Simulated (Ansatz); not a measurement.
# Geometry relaxation of SnO2 (part 1 of 2)

- system: SnO2 (6 atoms in the cell)
- method: DFT PBE, scalar-relativistic, plane waves, PAW, no spin polarisation (Ansatz 0.2.0)

The structure derives from a Materials Project entry. Figures and captions count atoms from 1; the log counts them from 0 in places.

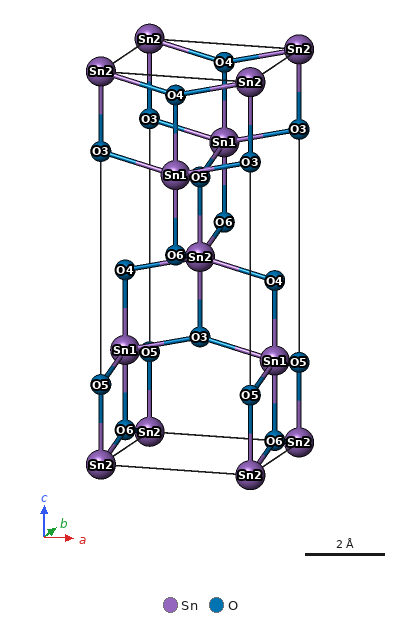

**Figure 1.** The input geometry (ball-and-stick view of the cell 2 times as large as that of the calculation, set on its symmetry axes, seen slightly off an axis; atoms are numbered from 1 in the order of the input).

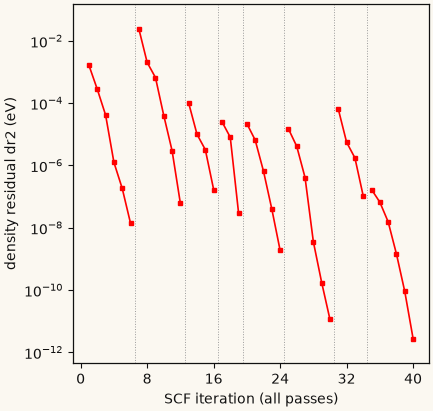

**Figure 2.** Convergence of the self-consistent field: density residual dr2 against the SCF iteration. The dotted lines part the SCF passes of the relaxation: geometry steps, rejected trials and re-solves on a re-selected basis. The 8 passes take 3 to 6 iterations each, 40 in all.

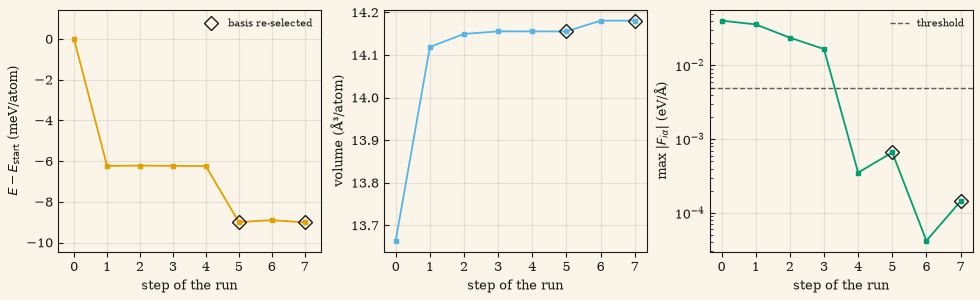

**Figure 3.** Progress of the relaxation, step by step (the first geometry is step 0 here and step 1 in the log).

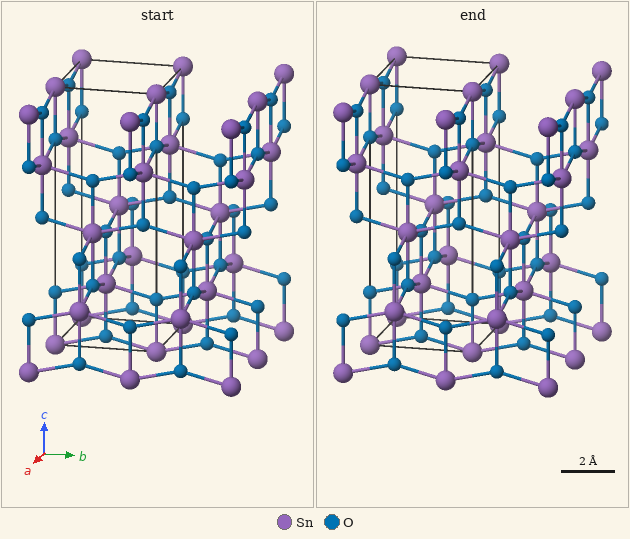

**Figure 4.** Before (left) and after (right) the relaxation, at one scale (ball-and-stick view of the cell 2 times as large as that of the calculation, set on its symmetry axes, repeated 2 × 2 × 1, seen slightly off an axis). After 5 geometry steps the energy has fallen by 8.9 meV per atom. Largest force component: 0.04 eV/Å at the start, 0.00014 eV/Å at the end. Pressure: 5.86 GPa at the start and 0.02 GPa at the end. The basis was re-selected once at an unchanged geometry, which shifts the energy a little without any move. The largest moves relative to the cell, 0.011 Å, are those of O3, O4, O5 and O6. Sn stays in place. The volume changes by +3.8 %, with a = b 4.000 → 4.052 Å (+1.3 %), c 10.247 → 10.363 Å (+1.1 %). Distances before and after: Sn1–O3 2.056 → 2.085 Å, Sn1–O4 2.085 → 2.097 Å. The space group stays I4_1/amd (No. 141). The energy change given includes the shifts at the re-selections in mid-walk, which come without any move. A last SCF at the same geometry on a re-selected plane-wave basis shifts the energy by −0.1 meV per atom. (Atoms are counted from 1 in the order of the input.)

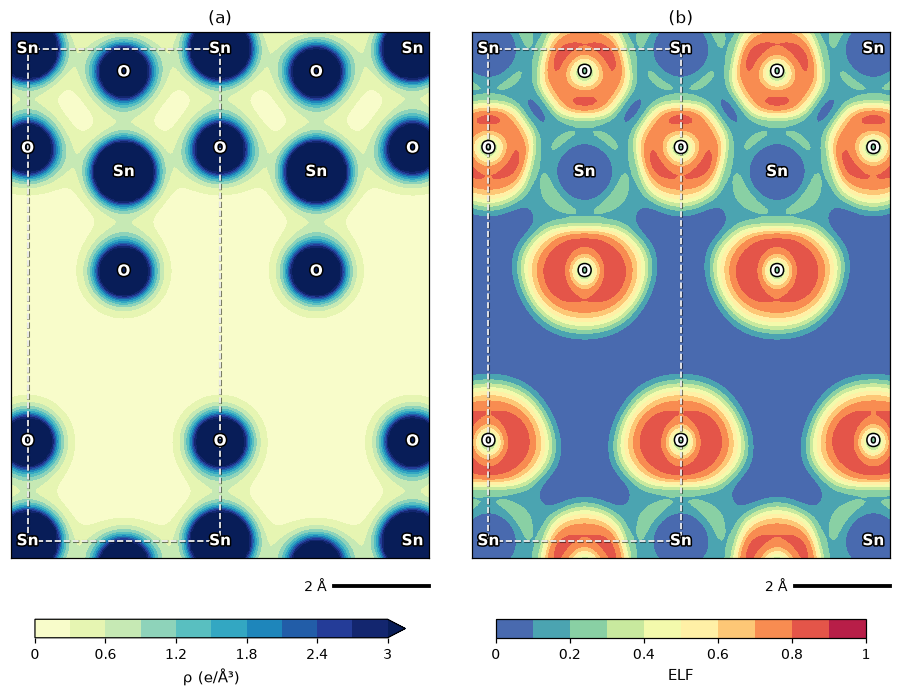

**Figure 5.** (a) valence electron density; (b) electron localisation function on the (100) plane of the conventional cell. Atoms in the plane: Sn and O. Sn–O (2.10 Å): the density is about 0.63 e/Å³ at the midpoint; the ELF is about 0.25 at the midpoint. Away from the nuclei the density in this plane falls to 0.01 e/Å³ at its lowest. In a PAW calculation such maps are meaningful between the atoms, not at the nuclei.

The input and output of the run follow.

## Input
```yaml
crystal:
  lattice:
    - [-2.0000686112, 2.0000686112, 5.1236788559]
    - [2.0000686112, -2.0000686112, 5.1236788559]
    - [2.0000686112, 2.0000686112, -5.1236788559]
  atoms:
    - { symbol: Sn, position: [0.75, 0.25, 0.5] }
    - { symbol: Sn, position: [0.0, 0.0, 0.0] }
    - { symbol: O, position: [0.79652259, 0.79652259, 0.0] }
    - { symbol: O, position: [0.95347741, 0.45347741, 0.5] }
    - { symbol: O, position: [0.20347741, 0.20347741, 0.0] }
    - { symbol: O, position: [0.54652259, 0.04652259, 0.5] }
basis:
  ecutwfc: 420
kpoints:
  mp_grid: { grid: [10, 10, 10] }
hamiltonian:
  xc: pbe
scf:
  occupations: { method: gaussian, width: 0.02 }
output:
  forces: true
  stress: true
  eigenvalues: true
  write_density: true
  write_potential: true
  elf: true
  volumetric_format: npy
relax:
  adjacent_minimum: "off"
  f_tol: 0.005
  max_steps: 80
  cell: { stress_tol: 0.05 }
```

Command:
```bash
ansatz run input.yaml --threads 2 --pin off --max-ram 5120MiB --backend cpu --events-out ev --progress --plain --runs-dir out
```

## What the program printed
```
Engine: ansatz 0.2.0, aarch64-unknown-linux-gnu
Pseudopotentials: kind: paw
Pseudopotential: Sn, paw, valence charge 14, recommended cutoff 420 eV (normal), Sn.paw.azcp
Pseudopotential: O, paw, valence charge 6, recommended cutoff 420 eV (normal), O.paw.azcp
Functional definition: PBE
  parameter kappa = 0.804
  parameter beta = 0.06672455060314922
  exchange = pbe_x(kappa = kappa, mu = beta*pi^2/3)
  correlation = pbe_c(beta = beta)
Crystal: 6 atoms, lattice volume = 81.984 Å³
Basis set: ecut = 420 eV, 1605 PW (Γ), exchange–correlation on 80×80×80 points (8 copies of the dense FFT grid, shifted against one another)
Bands: 32, of which v1, the nominal top of the filled ones, is band 26 counted from 1 (25 counted from 0)
Symmetry: 16 space group operations
Space group: I41/amd (ITA 141), of the structure as read, at distance tolerance 4.3e-5 Å
k-points: 102 of 1000
Non-local potential: Sn, projectors of the file, l = 0: 2, l = 1: 2, l = 2: 2, l = 3: 2
Non-local potential: O, projectors of the file, l = 0: 2, l = 1: 2, l = 2: 1
PAW form: soft (Blöchl's): semilocal exchange-correlation on the pseudo side does not see the compensation charge
PAW one-centre angular grid: Sn, 590 points (default); XC on 64 Gauss nodes
PAW one-centre angular grid: O, 110 points (default); XC on 64 Gauss nodes
Initial density: superposition of atomic densities (neutral atoms: chi_scale 0, normalization atom), corrected by the library's trained network
Initial wavefunctions: pseudopotential atomic-orbital guess
Functional: x = pbe(κ = 0.804, μ = 0.2195149727645171), c = pbe(β = 0.06672455060314922)
SCF iter   1: F=—  HF=-14317.573869 eV  |F-HF|=—  |Δ(HF+E_count)|=         —  Δρ=2.09e-3  dr2=1.63e-3  ethr=1.77e-3  ⟨swp⟩=6.4  Hψ=14486  notcnv=0  defer=7
preconditioner: auto → Resta (q_TF=auto, 2.529 Å⁻¹)  ε∞=3.3  [insulator: Δε(μ)=1.668 eV  Ē_g=19.299 eV  σ=0.020 eV  W_gap=1.00  n_scr=24 (ndim 8)  ℏωp=29.6 eV  f_vac=0.141  D(μ)=0.00/eV (n_scr^D=0)  ε∞_Penn≈3.3]
SCF iter   2: F=—  HF=-14317.575709 eV  |F-HF|=—  |Δ(HF+E_count)|=   1.84e-3  Δρ=9.58e-4  dr2=2.80e-4  ethr=3.13e-6  ⟨swp⟩=2.1  Hψ=7171  notcnv=0  defer=187
SCF iter   3: F=—  HF=-14317.576129 eV  |F-HF|=—  |Δ(HF+E_count)|=   4.20e-4  Δρ=3.18e-4  dr2=4.16e-5  ethr=5.39e-7  ⟨swp⟩=2.1  Hψ=4607  notcnv=0  defer=187
SCF iter   4: F=—  HF=-14317.576163 eV  |F-HF|=—  |Δ(HF+E_count)|=   3.40e-5  Δρ=5.05e-5  dr2=1.26e-6  ethr=8.01e-8  ⟨swp⟩=2.0  Hψ=4585  notcnv=0  defer=187
SCF iter   5: F=—  HF=-14317.576165 eV  |F-HF|=—  |Δ(HF+E_count)|=   2.57e-6  Δρ=1.63e-5  dr2=1.83e-7  ethr=2.42e-9  ⟨swp⟩=2.0  Hψ=5724  notcnv=0  defer=187
SCF iter   6: F=-14317.576165 eV  HF=-14317.576165 eV  |F-HF|=1.65e-8  |Δ(HF+E_count)|=   6.94e-8  Δρ=4.15e-6  dr2=1.39e-8  ethr=1.92e-10  ⟨swp⟩=13.6  Hψ=26018  notcnv=0
SCF 1 converged in 6 iterations: F = -14317.576165 eV  dr2 = 1.39e-8
  greatest PAW one-centre occupation: 0.996 electrons in one spin orbital (limit 2), on the Sn atom at site 1 (counted from 0), in its partial waves of l = 2
relax step   1: F+E_penalty+E_count = -14317.57616540 eV  Δ(F+E_penalty+E_count) = +0.000e0 eV  max|allowed force component| = 4.035e-2 eV/Å  Δτ_max = 0.0000 Å  P = +5.856 GPa  Ω = 81.984 Å³  (6 SCF iters, dr2 threshold 1.00e-7 eV, accepted)
Crystal: 6 atoms, lattice volume = 84.713 Å³
Basis set: ecut = 420 eV, 1661 PW (Γ), exchange–correlation on 80×80×80 points (8 copies of the dense FFT grid, shifted against one another)
Initial density: handed on by an earlier stage of this run
Initial wavefunctions: those handed on with the density
iter 1 solved again at ethr=4.72e-5 eV; its pass at ethr=3.10e-3 eV (dr2=2.45e-2 eV) is discarded
SCF iter   1: F=—  HF=-14317.620197 eV  |F-HF|=—  |Δ(HF+E_count)|=         —  Δρ=5.84e-3  dr2=2.44e-2  ethr=4.72e-5  ⟨swp⟩=2.3  Hψ=17382  notcnv=0
preconditioner: auto → Resta (q_TF=auto, 2.515 Å⁻¹)  ε∞=3.3  [insulator: Δε(μ)=1.314 eV  Ē_g=18.991 eV  σ=0.020 eV  W_gap=1.00  n_scr=32 (ndim 8)  ℏωp=29.1 eV  f_vac=0.154  D(μ)=0.00/eV (n_scr^D=0)  ε∞_Penn≈3.3]
SCF iter   2: F=—  HF=-14317.613676 eV  |F-HF|=—  |Δ(HF+E_count)|=   6.52e-3  Δρ=1.78e-3  dr2=2.04e-3  ethr=4.69e-5  ⟨swp⟩=2.0  Hψ=5038  notcnv=0
SCF iter   3: F=—  HF=-14317.613505 eV  |F-HF|=—  |Δ(HF+E_count)|=   1.72e-4  Δρ=8.61e-4  dr2=6.67e-4  ethr=3.92e-6  ⟨swp⟩=2.0  Hψ=5417  notcnv=0
SCF iter   4: F=—  HF=-14317.613549 eV  |F-HF|=—  |Δ(HF+E_count)|=   4.45e-5  Δρ=1.68e-4  dr2=4.01e-5  ethr=1.28e-6  ⟨swp⟩=2.8  Hψ=5152  notcnv=0
SCF iter   5: F=—  HF=-14317.613575 eV  |F-HF|=—  |Δ(HF+E_count)|=   2.59e-5  Δρ=6.03e-5  dr2=2.98e-6  ethr=7.71e-8  ⟨swp⟩=2.1  Hψ=5454  notcnv=0
SCF iter   6: F=-14317.613582 eV  HF=-14317.613582 eV  |F-HF|=1.73e-7  |Δ(HF+E_count)|=   6.42e-6  Δρ=8.96e-6  dr2=6.02e-8  ethr=1.15e-9  ⟨swp⟩=12.6  Hψ=26635  notcnv=0
SCF 2 converged in 6 iterations: F = -14317.613582 eV  dr2 = 6.02e-8
  greatest PAW one-centre occupation: 0.995 electrons in one spin orbital (limit 2), on the Sn atom at site 1 (counted from 0), in its partial waves of l = 2
relax step   2: F+E_penalty+E_count = -14317.61358185 eV  Δ(F+E_penalty+E_count) = -3.742e-2 eV  max|allowed force component| = 3.594e-2 eV/Å  Δτ_max = 0.0108 Å  P = +0.317 GPa  Ω = 84.713 Å³  energy of the carried Pulay correction = -1.287e-2 eV  (6 SCF iters, dr2 threshold 6.00e-7 eV, accepted)
Crystal: 6 atoms, lattice volume = 84.896 Å³
iter 1 solved again at ethr=2.13e-7 eV; its pass at ethr=3.10e-3 eV (dr2=1.11e-4 eV) is discarded
SCF iter   1: F=—  HF=-14317.613500 eV  |F-HF|=—  |Δ(HF+E_count)|=         —  Δρ=3.90e-4  dr2=1.00e-4  ethr=2.13e-7  ⟨swp⟩=2.8  Hψ=16594  notcnv=0
preconditioner: auto → Resta (q_TF=auto, 2.514 Å⁻¹)  ε∞=3.3  [insulator: Δε(μ)=1.325 eV  Ē_g=19.003 eV  σ=0.020 eV  W_gap=1.00  n_scr=32 (ndim 8)  ℏωp=29.1 eV  f_vac=0.149  D(μ)=0.00/eV (n_scr^D=0)  ε∞_Penn≈3.3]
SCF iter   2: F=—  HF=-14317.613475 eV  |F-HF|=—  |Δ(HF+E_count)|=   2.54e-5  Δρ=1.40e-4  dr2=1.00e-5  ethr=1.93e-7  ⟨swp⟩=2.0  Hψ=4445  notcnv=0
SCF iter   3: F=—  HF=-14317.613474 eV  |F-HF|=—  |Δ(HF+E_count)|=   6.84e-7  Δρ=6.57e-5  dr2=3.21e-6  ethr=1.93e-8  ⟨swp⟩=2.0  Hψ=5582  notcnv=0
SCF iter   4: F=-14317.613474 eV  HF=-14317.613474 eV  |F-HF|=1.47e-7  |Δ(HF+E_count)|=   3.94e-7  Δρ=1.13e-5  dr2=1.69e-7  ethr=1.15e-9  ⟨swp⟩=7.7  Hψ=23406  notcnv=0
SCF 3 converged in 4 iterations: F = -14317.613474 eV  dr2 = 1.69e-7
relax step   3: F+E_penalty+E_count = -14317.61347443 eV  Δ(F+E_penalty+E_count) = +1.074e-4 eV  max|allowed force component| = 2.374e-2 eV/Å  Δτ_max = 0.0002 Å  P = +0.007 GPa  Ω = 84.896 Å³  energy of the carried Pulay correction = -1.372e-2 eV  (4 SCF iters, dr2 threshold 6.00e-7 eV, accepted)
Crystal: 6 atoms, lattice volume = 84.933 Å³
iter 1 solved again at ethr=3.28e-8 eV; its pass at ethr=3.10e-3 eV (dr2=1.71e-5 eV) is discarded
SCF iter   1: F=—  HF=-14317.613564 eV  |F-HF|=—  |Δ(HF+E_count)|=         —  Δρ=2.82e-4  dr2=2.55e-5  ethr=3.28e-8  ⟨swp⟩=3.0  Hψ=18166  notcnv=0
preconditioner: auto → Resta (q_TF=auto, 2.514 Å⁻¹)  ε∞=3.3  [insulator: Δε(μ)=1.338 eV  Ē_g=19.004 eV  σ=0.020 eV  W_gap=1.00  n_scr=32 (ndim 8)  ℏωp=29.1 eV  f_vac=0.149  D(μ)=0.00/eV (n_scr^D=0)  ε∞_Penn≈3.3]
SCF iter   2: F=—  HF=-14317.613561 eV  |F-HF|=—  |Δ(HF+E_count)|=   2.77e-6  Δρ=1.52e-4  dr2=8.06e-6  ethr=3.28e-8  ⟨swp⟩=1.0  Hψ=3264  notcnv=0
SCF iter   3: F=-14317.613560 eV  HF=-14317.613560 eV  |F-HF|=2.25e-8  |Δ(HF+E_count)|=   1.34e-6  Δρ=8.23e-6  dr2=2.99e-8  ethr=6.64e-10  ⟨swp⟩=9.6  Hψ=25504  notcnv=0
SCF 4 converged in 3 iterations: F = -14317.613560 eV  dr2 = 2.99e-8
relax step   4: F+E_penalty+E_count = -14317.61356004 eV  Δ(F+E_penalty+E_count) = -8.561e-5 eV  max|allowed force component| = 1.665e-2 eV/Å  Δτ_max = 0.0012 Å  P = +0.046 GPa  Ω = 84.933 Å³  energy of the carried Pulay correction = -1.389e-2 eV  (3 SCF iters, dr2 threshold 3.45e-7 eV, accepted)
Crystal: 6 atoms, lattice volume = 84.932 Å³
Basis set: ecut = 420 eV, 1669 PW (Γ), exchange–correlation on 80×80×80 points (8 copies of the dense FFT grid, shifted against one another)
iter 1 solved again at ethr=4.78e-8 eV; its pass at ethr=3.10e-3 eV (dr2=2.49e-5 eV) is discarded
SCF iter   1: F=—  HF=-14317.613623 eV  |F-HF|=—  |Δ(HF+E_count)|=         —  Δρ=2.41e-4  dr2=2.20e-5  ethr=4.78e-8  ⟨swp⟩=2.4  Hψ=16488  notcnv=0
preconditioner: auto → Resta (q_TF=auto, 2.514 Å⁻¹)  ε∞=3.3  [insulator: Δε(μ)=1.335 eV  Ē_g=19.003 eV  σ=0.020 eV  W_gap=1.00  n_scr=32 (ndim 8)  ℏωp=29.1 eV  f_vac=0.149  D(μ)=0.00/eV (n_scr^D=0)  ε∞_Penn≈3.3]
SCF iter   2: F=—  HF=-14317.613622 eV  |F-HF|=—  |Δ(HF+E_count)|=   1.13e-6  Δρ=1.25e-4  dr2=6.54e-6  ethr=4.23e-8  ⟨swp⟩=1.9  Hψ=4404  notcnv=0
SCF iter   3: F=—  HF=-14317.613618 eV  |F-HF|=—  |Δ(HF+E_count)|=   3.71e-6  Δρ=3.14e-5  dr2=6.53e-7  ethr=1.26e-8  ⟨swp⟩=2.0  Hψ=4486  notcnv=0
SCF iter   4: F=—  HF=-14317.613618 eV  |F-HF|=—  |Δ(HF+E_count)|=   1.16e-7  Δρ=8.69e-6  dr2=3.99e-8  ethr=1.26e-9  ⟨swp⟩=2.0  Hψ=4622  notcnv=0
SCF iter   5: F=-14317.613618 eV  HF=-14317.613618 eV  |F-HF|=3.03e-9  |Δ(HF+E_count)|=   2.55e-8  Δρ=1.84e-6  dr2=1.88e-9  ethr=3.33e-11  ⟨swp⟩=8.2  Hψ=19527  notcnv=0
SCF 5 converged in 5 iterations: F = -14317.613618 eV  dr2 = 1.88e-9
relax step   5: F+E_penalty+E_count = -14317.61361811 eV  Δ(F+E_penalty+E_count) = -5.806e-5 eV  max|allowed force component| = 3.523e-4 eV/Å  Δτ_max = 0.0018 Å  P = -0.013 GPa  Ω = 84.932 Å³  energy of the carried Pulay correction = -1.388e-2 eV  (5 SCF iters, dr2 threshold 1.73e-8 eV, accepted)
Initial wavefunctions: pseudopotential atomic-orbital guess (no wavefunctions were taken with the density)
iter 1 solved again at ethr=6.05e-8 eV; its pass at ethr=3.10e-3 eV (dr2=3.14e-5 eV) is discarded
```
